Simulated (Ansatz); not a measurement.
```cif
data_structure
_symmetry_space_group_name_H-M 'P 1'
_symmetry_Int_Tables_number 1
_cell_length_a 6.4594
_cell_length_b 6.4594
_cell_length_c 3.3002
_cell_angle_alpha 90.000
_cell_angle_beta 90.000
_cell_angle_gamma 120.000
_cell_volume 119.25
loop_
_atom_site_label
_atom_site_type_symbol
_atom_site_fract_x
_atom_site_fract_y
_atom_site_fract_z
_atom_site_occupancy
La1 La 0.33333 0.66667 0.49969 1
La2 La 0.66667 0.33333 0.50031 1
O1 O 0.50000 0.50000 0.00000 1
O2 O 0.50000 0.00000 0.00000 1
O3 O 0.00000 0.50000 0.00000 1
```

Space group P6/mmm; started from the La2O3 prototype; changed on purpose from its base cell (volume × 1.040); computed pressure about −3 GPa in this cell.

Computed with DFT r2SCAN, scalar-relativistic, plane waves, PAW in Ansatz 0.2.0.

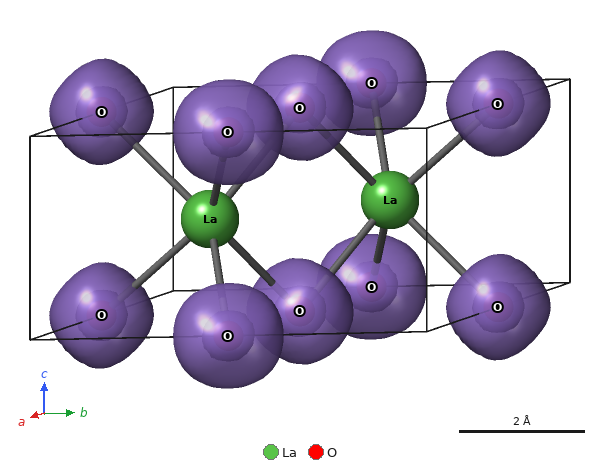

La2O3. Isosurface of the electron localisation function at 0.75 (purple), seen slightly off an axis. Core shells and regions of very low density are left out. Sticks mark near contacts.

Core electrons are frozen (PAW), and the valence fields are smoothed inside the atomic spheres.

Describe the localisation domains.

At this value the surface marks out three regions wrapped around O (the valence shell of each), counted in one cell of 5 atoms. Any copies at cell faces, edges or corners count once. Profiles from the grid: La–O (2.49 Å): the ELF is about 0.20 at the midpoint: an ionic contact with no shared pair.

Does the calculation give a band gap?

It is gapped, with a Kohn–Sham gap of 2.1 eV on the k-point mesh, an upper bound to the gap of this method.
